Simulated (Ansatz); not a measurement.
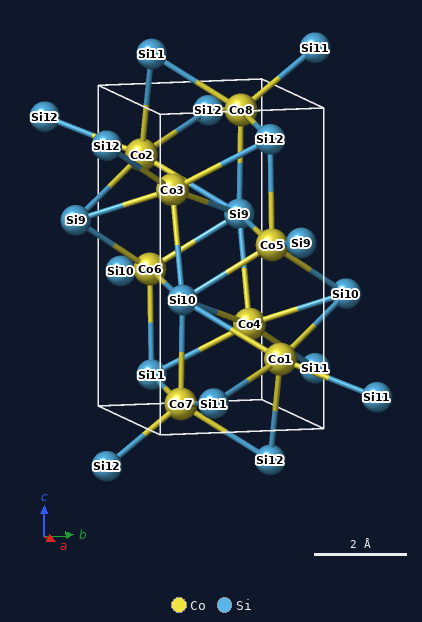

Figure 1. The starting structure (ball-and-stick view of the cell of the calculation, seen slightly off an axis; bonded neighbours outside the cell are drawn too; atoms are numbered from 1 in the order of the input). An atom can appear more than once, as a periodic image.

# Co2Si: geometry relaxation (part 1 of 3)

- system: Co2Si (Pnma, 12 atoms in the cell)
- method: DFT r2SCAN, scalar-relativistic, plane waves, PAW (Ansatz 0.2.0)

The structure derives from an entry of the Crystallography Open Database. The run did not end well. Figures and captions count atoms from 1; the log counts them from 0 in places.

**Input**
```yaml
crystal:
  lattice:
    - [4.918, 0.0, 0.0]
    - [0.0, 3.738, 0.0]
    - [0.0, 0.0, 7.109]
  atoms:
    - { symbol: Co, position: [0.962, 0.75, 0.218], spin: 1.3 }
    - { symbol: Co, position: [0.038, 0.25, 0.782], spin: 1.3 }
    - { symbol: Co, position: [0.538, 0.25, 0.718], spin: 1.3 }
    - { symbol: Co, position: [0.462, 0.75, 0.282], spin: 1.3 }
    - { symbol: Co, position: [0.826, 0.75, 0.562], spin: 0.81 }
    - { symbol: Co, position: [0.174, 0.25, 0.438], spin: 0.81 }
    - { symbol: Co, position: [0.674, 0.25, 0.062], spin: 0.81 }
    - { symbol: Co, position: [0.326, 0.75, 0.938], spin: 0.81 }
    - { symbol: Si, position: [0.298, 0.75, 0.611] }
    - { symbol: Si, position: [0.702, 0.25, 0.389] }
    - { symbol: Si, position: [0.202, 0.25, 0.111] }
    - { symbol: Si, position: [0.798, 0.75, 0.889] }
basis:
  ecutwfc: 500
kpoints:
  mp_grid: { grid: [4, 6, 4] }
hamiltonian:
  xc: r2scan
scf:
  occupations: { method: gaussian, width: 0.1 }
output:
  forces: true
  stress: true
  eigenvalues: true
  populations: true
magnetization:
  spin_polarized: true
relax:
  adjacent_minimum: "off"
  f_tol: 0.05
  max_steps: 80
  cell: { stress_tol: 0.5 }
```

Machine: 4 threads of Arm Neoverse V1, 24 GiB of memory available, shared host.

Run as:
```bash
ansatz run input.yaml --threads 4 --pin off --max-ram 9216MiB --backend cpu --events-out ev --progress --plain --runs-dir out
```

**Log**
```
Engine: ansatz 0.2.0, aarch64-unknown-linux-gnu
Pseudopotentials: kind: paw
Pseudopotential: Co, paw, valence charge 17, recommended cutoff 500 eV (meta_gga), Co.paw.azcp
Pseudopotential: Si, paw, valence charge 4, recommended cutoff 500 eV (meta_gga), Si.paw.azcp
Functional definition: r2SCAN
  parameter k0 = 0.174
  parameter k1 = 0.065
  parameter a1 = 4.9479
  exchange = r2scan_x(k0 = k0, k1 = k1, a1 = a1)
  correlation = r2scan_c
Crystal: 12 atoms, lattice volume = 130.688 Å³
Basis set: ecut = 500 eV, 3313 PW (Γ), exchange–correlation on 144×120×216 points (64 copies of the dense FFT grid, shifted against one another)
Bands: 97, of which v1, the nominal top of the filled ones, is band 76 counted from 1 (75 counted from 0)
Symmetry: 8 space group operations
Space group: Pnma (ITA 62), of the structure as read, at distance tolerance 5.1e-5 Å
Magnetic group: BNS 62.441 (UNI 539), of the structure as read, at distance tolerance 5.1e-5 Å
k-points: 36 of 96
Non-local potential: Co, projectors of the file, l = 0: 3, l = 1: 2, l = 2: 3, l = 3: 1
Non-local potential: Si, projectors of the file, l = 0: 2, l = 1: 2, l = 2: 2
PAW form: soft (Blöchl's): semilocal exchange-correlation on the pseudo side does not see the compensation charge
PAW frozen core: Co, regenerated for the run's functional (the file was generated under x = pbe(κ = 0.804, μ = 0.2195149727645171), c = pbe(β = 0.06672455060314922))
PAW frozen core: Si, regenerated for the run's functional (the file was generated under x = pbe(κ = 0.804, μ = 0.2195149727645171), c = pbe(β = 0.06672455060314922))
PAW one-centre angular grid: Co, 590 points (default); XC on 160 Gauss nodes
PAW one-centre angular grid: Si, 302 points (default); XC on 160 Gauss nodes
Initial density: superposition of atomic densities (chi_scale 0.1, normalization cell)
Starting moments: Σ|m| = 8.44 μB on 8 of 12 sites
Initial wavefunctions: pseudopotential atomic-orbital guess
Functional: x = r2scan, c = r2scan; τ floored in thin density (d = 2e-4 eV/Å³)
SCF iter   1: F=—  HF=-43601.880585 eV  |F-HF|=—  |Δ(HF+E_count)|=         —  Δρ=6.05e-2 (↑3.10e-2 ↓6.05e-2)  dr2=5.89e0  dr2_τ=9.45e-2  dr2_m=3.86e-1  M=7.484 μB ∫|m|=8.762 μB  β_m=1.00  ethr=3.10e-3  ⟨swp⟩=5.9  Hψ=25305  notcnv=0  defer=16
Mixer restart at iter 1: flushing history
preconditioner: auto → Kerker (q_TF=auto, 2.798 Å⁻¹)  [metal: Δε(μ)=0.007 eV  Ē_g=7.328 eV  σ=0.100 eV  W_gap=0.04  n_scr=52 (ndim 8)  ℏωp=30.5 eV  f_vac=0.000  D(μ)=10.23/eV (n_scr^D=120)]
spin=Collinear: Kerker preconditioning applied to the charge; magnetization (m = ρ↑ − ρ↓) channel mixes plain (no charge-response kernel on spin).
SCF iter   2: F=—  HF=-43602.135853 eV  |F-HF|=—  |Δ(HF+E_count)|=   2.55e-1  Δρ=1.74e-2 (↑1.48e-2 ↓1.74e-2)  dr2=8.44e-1  dr2_τ=3.84e-2  dr2_m=4.05e-2  M=7.296 μB ∫|m|=9.168 μB  β_m=1.00  ethr=3.10e-3  ⟨swp⟩=2.5  Hψ=11178  notcnv=0  defer=846  κ⁻¹=1.0e0(r=1)
SCF iter   3: F=—  HF=-43605.906813 eV  |F-HF|=—  |Δ(HF+E_count)|=    3.77e0  Δρ=1.59e-2 (↑1.44e-2 ↓1.59e-2)  dr2=1.04e0  dr2_τ=3.25e-3  dr2_m=3.61e-3  M=7.156 μB ∫|m|=9.202 μB  β_m=1.00  ethr=5.55e-4  ⟨swp⟩=2.1  Hψ=8136  notcnv=0  defer=846  κ⁻¹=1.4e-2(r=2)
SCF iter   4: F=—  HF=-43608.874509 eV  |F-HF|=—  |Δ(HF+E_count)|=    2.97e0  Δρ=1.32e-2 (↑1.25e-2 ↓1.32e-2)  dr2=9.05e-1  dr2_τ=1.44e-3  dr2_m=2.34e-3  M=7.047 μB ∫|m|=9.137 μB  β_m=1.00  ethr=5.55e-4  ⟨swp⟩=2.1  Hψ=9319  notcnv=0  defer=846  κ⁻¹=3.1e-3(r=3)
SCF iter   5: F=—  HF=-43612.456502 eV  |F-HF|=—  |Δ(HF+E_count)|=    3.58e0  Δρ=6.97e-3 (↑6.97e-3 ↓6.35e-3)  dr2=3.37e-1  dr2_τ=3.35e-3  dr2_m=2.86e-3  M=6.818 μB ∫|m|=8.945 μB  β_m=1.00  ethr=5.55e-4  ⟨swp⟩=3.5  Hψ=14800  notcnv=0  defer=849  κ⁻¹=3.8e-4(r=4)
SCF iter   6: F=—  HF=-43612.324380 eV  |F-HF|=—  |Δ(HF+E_count)|=   1.32e-1  Δρ=7.28e-3 (↑7.28e-3 ↓2.12e-3)  dr2=4.03e-2  dr2_τ=2.71e-4  dr2_m=1.58e-2  M=6.739 μB ∫|m|=8.799 μB  β_m=1.00  ethr=2.22e-4  ⟨swp⟩=2.0  Hψ=10851  notcnv=0  defer=847  κ⁻¹=7.1e-5(r=5)
SCF iter   7: F=—  HF=-43612.312417 eV  |F-HF|=—  |Δ(HF+E_count)|=         —  Δρ=5.93e-3 (↑5.93e-3 ↓2.50e-3)  dr2=4.58e-2  dr2_τ=1.58e-4  dr2_m=4.46e-3  M=6.706 μB ∫|m|=8.775 μB  β_m=1.00  ethr=2.65e-5  ⟨swp⟩=1.1  Hψ=7561  notcnv=0  defer=845
Mixer restart at iter 7: flushing history
SCF iter   8: F=—  HF=-43612.329033 eV  |F-HF|=—  |Δ(HF+E_count)|=   1.66e-2  Δρ=4.02e-3 (↑4.02e-3 ↓3.79e-3)  dr2=4.58e-2  dr2_τ=7.02e-4  dr2_m=2.70e-5  M=6.701 μB ∫|m|=8.766 μB  β_m=1.00  ethr=2.65e-5  ⟨swp⟩=1.0  Hψ=6984  notcnv=0  defer=845  κ⁻¹=1.0e0(r=1)
SCF iter   9: F=—  HF=-43612.336099 eV  |F-HF|=—  |Δ(HF+E_count)|=   7.07e-3  Δρ=3.16e-3 (↑3.10e-3 ↓3.16e-3)  dr2=3.20e-2  dr2_τ=5.42e-4  dr2_m=5.47e-6  M=6.703 μB ∫|m|=8.768 μB  β_m=1.00  ethr=2.65e-5  ⟨swp⟩=1.0  Hψ=6984  notcnv=0  defer=845  κ⁻¹=2.8e-1(r=2)
SCF iter  10: F=—  HF=-43612.332203 eV  |F-HF|=—  |Δ(HF+E_count)|=   3.90e-3  Δρ=9.92e-4 (↑9.62e-4 ↓9.92e-4)  dr2=1.18e-3  dr2_τ=5.99e-5  dr2_m=4.28e-6  M=6.714 μB ∫|m|=8.780 μB  β_m=1.00  ethr=2.11e-5  ⟨swp⟩=2.0  Hψ=13092  notcnv=0  defer=865  κ⁻¹=5.8e-4(r=3)
SCF iter  11: F=—  HF=-43612.335909 eV  |F-HF|=—  |Δ(HF+E_count)|=   3.71e-3  Δρ=2.81e-4 (↑2.81e-4 ↓2.48e-4)  dr2=2.25e-4  dr2_τ=3.14e-6  dr2_m=1.46e-5  M=6.704 μB ∫|m|=8.770 μB  β_m=1.00  ethr=7.77e-7  ⟨swp⟩=2.0  Hψ=13295  notcnv=0  defer=844  κ⁻¹=1.0e-4(r=4)
SCF iter  12: F=—  HF=-43612.335879 eV  |F-HF|=—  |Δ(HF+E_count)|=   2.94e-5  Δρ=1.59e-4 (↑1.29e-4 ↓1.59e-4)  dr2=6.14e-5  dr2_τ=5.71e-7  dr2_m=8.35e-7  M=6.702 μB ∫|m|=8.765 μB  β_m=1.00  ethr=1.48e-7  ⟨swp⟩=2.0  Hψ=10050  notcnv=0  defer=844  κ⁻¹=6.3e-5(r=5)
SCF iter  13: F=—  HF=-43612.335881 eV  |F-HF|=—  |Δ(HF+E_count)|=   1.77e-6  Δρ=8.19e-5 (↑7.24e-5 ↓8.19e-5)  dr2=1.57e-5  dr2_τ=1.81e-7  dr2_m=1.14e-6  M=6.701 μB ∫|m|=8.763 μB  β_m=1.00  ethr=4.04e-8  ⟨swp⟩=1.7  Hψ=9026  notcnv=0  defer=844  κ⁻¹=5.4e-5(r=6)
SCF iter  14: F=—  HF=-43612.335898 eV  |F-HF|=—  |Δ(HF+E_count)|=   1.65e-5  Δρ=4.66e-5 (↑4.64e-5 ↓4.66e-5)  dr2=4.52e-6  dr2_τ=7.25e-8  dr2_m=3.21e-7  M=6.699 μB ∫|m|=8.759 μB  β_m=1.00  ethr=1.03e-8  ⟨swp⟩=2.0  Hψ=10581  notcnv=0  defer=844  κ⁻¹=1.0e-5(r=7)
SCF iter  15: F=—  HF=-43612.335901 eV  |F-HF|=—  |Δ(HF+E_count)|=   2.99e-6  Δρ=3.45e-5 (↑2.73e-5 ↓3.45e-5)  dr2=1.75e-6  dr2_τ=2.77e-8  dr2_m=2.98e-8  M=6.698 μB ∫|m|=8.758 μB  β_m=1.00  ethr=2.97e-9  ⟨swp⟩=2.5  Hψ=12206  notcnv=0  defer=844  κ⁻¹=4.3e-6(r=8)
SCF iter  16: F=—  HF=-43612.335903 eV  |F-HF|=—  |Δ(HF+E_count)|=   2.57e-6  Δρ=1.98e-5 (↑1.95e-5 ↓1.98e-5)  dr2=7.22e-7  dr2_τ=1.21e-8  dr2_m=6.98e-8  M=6.698 μB ∫|m|=8.758 μB  β_m=1.00  ethr=1.15e-9  ⟨swp⟩=2.0  Hψ=12321  notcnv=0  defer=844  κ⁻¹=5.5e-7(r=8)
SCF iter  17: F=—  HF=-43612.335904 eV  |F-HF|=—  |Δ(HF+E_count)|=   6.15e-7  Δρ=1.78e-5 (↑1.19e-5 ↓1.78e-5)  dr2=3.32e-7  dr2_τ=6.31e-9  dr2_m=3.30e-8  M=6.698 μB ∫|m|=8.758 μB  β_m=1.00  ethr=4.75e-10  ⟨swp⟩=2.0  Hψ=9695  notcnv=0  defer=844  κ⁻¹=6.1e-7(r=8)
SCF iter  18: F=—  HF=-43612.335904 eV  |F-HF|=—  |Δ(HF+E_count)|=   5.95e-7  Δρ=8.07e-6 (↑5.71e-6 ↓8.07e-6)  dr2=6.57e-8  dr2_τ=1.67e-9  dr2_m=3.56e-9  M=6.697 μB ∫|m|=8.757 μB  β_m=1.00  ethr=2.19e-10  ⟨swp⟩=2.0  Hψ=12333  notcnv=0  defer=844  κ⁻¹=5.4e-6(r=8)
SCF iter  19: F=—  HF=-43612.335905 eV  |F-HF|=—  |Δ(HF+E_count)|=   1.98e-7  Δρ=5.26e-6 (↑4.00e-6 ↓5.26e-6)  dr2=4.01e-8  dr2_τ=3.59e-10  dr2_m=9.85e-10  M=6.697 μB ∫|m|=8.757 μB  β_m=1.00  ethr=4.32e-11  ⟨swp⟩=2.0  Hψ=11253  notcnv=0  defer=844  κ⁻¹=1.2e-5(r=8)
SCF iter  20: F=—  HF=-43612.335905 eV  |F-HF|=—  |Δ(HF+E_count)|=   7.55e-8  Δρ=5.42e-6 (↑2.07e-6 ↓5.42e-6)  dr2=4.31e-8  dr2_τ=2.39e-10  dr2_m=5.13e-9  M=6.697 μB ∫|m|=8.757 μB  β_m=1.00  ethr=2.64e-11  ⟨swp⟩=2.0  Hψ=11177  notcnv=0  defer=844  κ⁻¹=2.4e-5(r=8)
SCF iter  21: F=-43612.335905 eV  HF=-43612.335905 eV  |F-HF|=1.49e-8  |Δ(HF+E_count)|=   1.43e-8  Δρ=4.31e-6 (↑1.44e-6 ↓4.31e-6)  dr2=2.90e-8  dr2_τ=1.91e-10  dr2_m=4.54e-9  M=6.697 μB ∫|m|=8.757 μB  ethr=2.64e-11  ⟨swp⟩=8.0  Hψ=29546  notcnv=0
SCF 1 converged in 21 iterations: F = -43612.335905 eV  dr2 = 2.90e-8
  greatest PAW one-centre occupation: 1.004 electrons in one spin orbital (limit 2), on the Co atom at site 3 (counted from 0), in its partial waves of l = 1
relax step   1: F+E_penalty+E_count = -43612.33590458 eV  Δ(F+E_penalty+E_count) = +0.000e0 eV  max|allowed force component| = 3.146e-1 eV/Å  Δτ_max = 0.0000 Å  P = -8.765 GPa  Ω = 130.688 Å³  (21 SCF iters, dr2 threshold 1.00e-7 eV, accepted)
Crystal: 12 atoms, lattice volume = 127.720 Å³
Basis set: ecut = 500 eV, 3213 PW (Γ), exchange–correlation on 144×120×216 points (64 copies of the dense FFT grid, shifted against one another)
Initial density: handed on by an earlier stage of this run
Starting moments: Σ|m| = 8.44 μB on 8 of 12 sites; this step starts from the density that it was given
Initial wavefunctions: those handed on with the density
iter 1 solved again at ethr=3.54e-5 eV; its pass at ethr=3.10e-3 eV (dr2=5.37e-2 eV) is discarded
```
